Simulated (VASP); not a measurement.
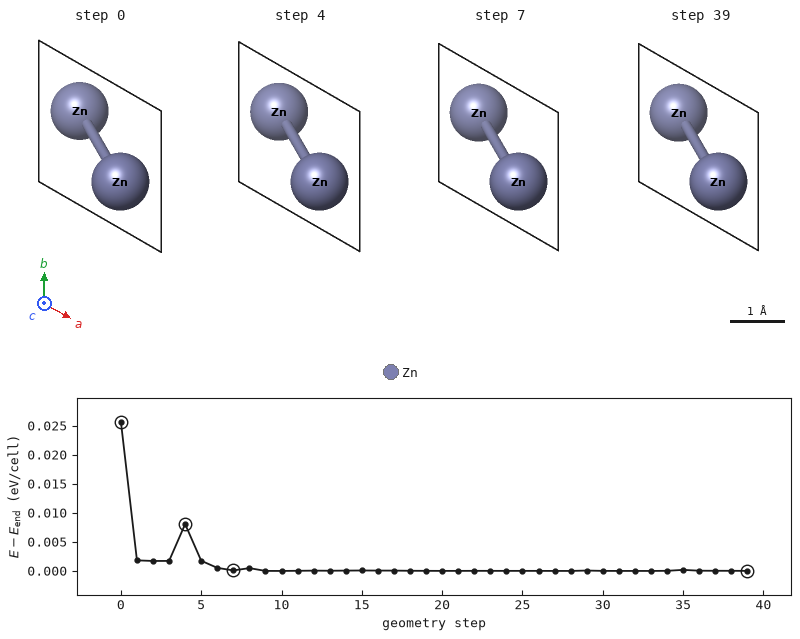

Frames of a relaxation of crystalline Zn (a generated structure, set up in P6_3/mmc), marked on the history of the run. Style: ball-and-stick. Shown: the cell of the calculation, along the c axis.

The run lets cell and atoms move.

The calculation used Kohn-Sham DFT of a periodic cell, LDA, VASP PAW LDA potentials, recommended (VASP).

The input:
```
ALGO = Fast
EDIFF = 1E-6
EDIFFG = -0.005
ENCUT = 600
GGA = CA
IBRION = 2
ISIF = 3
ISMEAR = 1
LASPH = True
LCHARG = False
LREAL = False
LWAVE = False
NELM = 120
NSW = 40
PREC = Accurate
SIGMA = 0.1
```

Launched with:
```bash
cat potpaw_LDA.64/Zn/POTCAR > POTCAR
mpirun -np 1 vasp_std > vasp.out
```

Question: Describe the path.

Answer: The relaxation stopped without meeting its thresholds, so the last structure isn't shown to be converged. Over 39 geometry steps the energy falls by 25.7 meV per cell of the calculation. All forces vanish by symmetry, so only the cell relaxes. Pressure: −3.78 GPa at the start and 0.18 GPa at the end. The atoms keep their places relative to the cell (all moves are under 0.005 Å). The drawn cell changes as follows: a = b 2.620 → 2.557 Å (−2.4 %), c 4.800 → 4.850 Å (+1.1 %); the volume changes by −3.8 %. Among the contacts that change: Zn–Zn 2.620 → 2.557 Å. The space group stays P6_3/mmc (No. 194). From step 0 to 4: volume −2.2 %, energy −17.6 meV per cell of the calculation. From step 4 to 7: volume −1.6 %, energy −8.0 meV per cell of the calculation. From step 7 to 39: energy −0.1 meV per cell of the calculation.

| step | E − E(0), meV/atom | pressure, GPa | volume, Å³/atom |
| --- | --- | --- | --- |
| 0 | 0.00 | -3.78 | 14.267 |
| 1 | -11.94 | 0.84 | 13.581 |
| 2 | -12.00 | 0.51 | 13.618 |
| 3 | -11.99 | 0.55 | 13.631 |
| 4 | -8.82 | -2.12 | 13.947 |
| 5 | -11.98 | 0.32 | 13.644 |
| 6 | -12.59 | 0.16 | 13.692 |
| 7 | -12.81 | 0.05 | 13.729 |
| 8 | -12.61 | -0.05 | 13.804 |
| 9 | -12.85 | -0.05 | 13.756 |
| 10 | -12.85 | -0.33 | 13.749 |
| 12 | -12.83 | -0.22 | 13.734 |
| 13 | -12.84 | 0.16 | 13.737 |
| 15 | -12.82 | -0.14 | 13.770 |
| 16 | -12.82 | -0.26 | 13.763 |
| 18 | -12.84 | -0.27 | 13.753 |
| 19 | -12.85 | 0.14 | 13.727 |
| 21 | -12.85 | 0.19 | 13.743 |
| 22 | -12.85 | 0.06 | 13.748 |
| 24 | -12.85 | 0.07 | 13.745 |
| 25 | -12.85 | 0.05 | 13.744 |
| 27 | -12.85 | 0.14 | 13.746 |
| 28 | -12.85 | 0.30 | 13.752 |
| 30 | -12.85 | -0.47 | 13.756 |
| 31 | -12.85 | -0.17 | 13.753 |
| 33 | -12.85 | -0.08 | 13.746 |
| 34 | -12.84 | -0.12 | 13.725 |
| 36 | -12.83 | 0.23 | 13.716 |
| 37 | -12.84 | 0.27 | 13.722 |
| 39 | -12.85 | 0.18 | 13.732 |
